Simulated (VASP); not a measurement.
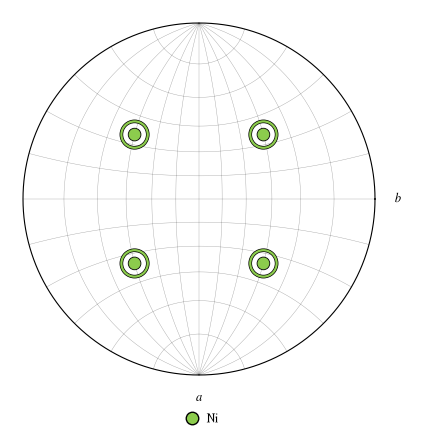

For Ni, coordinates from a relaxation with VASP Kohn-Sham DFT of a periodic cell, PBEsol, VASP PAW PBE potentials, recommended in VASP 6.6.1: directions from one nickel atom at (0, 0, 0) to its bonded neighbours, in stereographic projection down c (filled: above the plane of the page or in it, open: below). Geometry calculated from the standardised cell; symmetry tolerance 0.002 Å.

Neighbours are counted up to 2.67 Å for Ni.

```
CELL_PARAMETERS angstrom
2.75315 0.00000 0.00000
0.00000 2.75315 0.00000
0.00000 0.00000 2.75315
ATOMIC_POSITIONS crystal
Ni 0.00000 0.00000 0.00000
Ni 0.50000 0.50000 0.50000
```

**How many neighbours are there, and at what angles?**

8: 8 Ni at 2.38 Å. Angles between bonds: 71° (12×), 109° (12×), 180° (4×).

**What is the site's symmetry in the crystal?**

Point group m-3m (Oh), order 48: three fourfold axes, four threefold axes, six twofold axes, nine mirror planes, an inversion centre. In Im-3m (No. 229) this is Wyckoff position 2a.
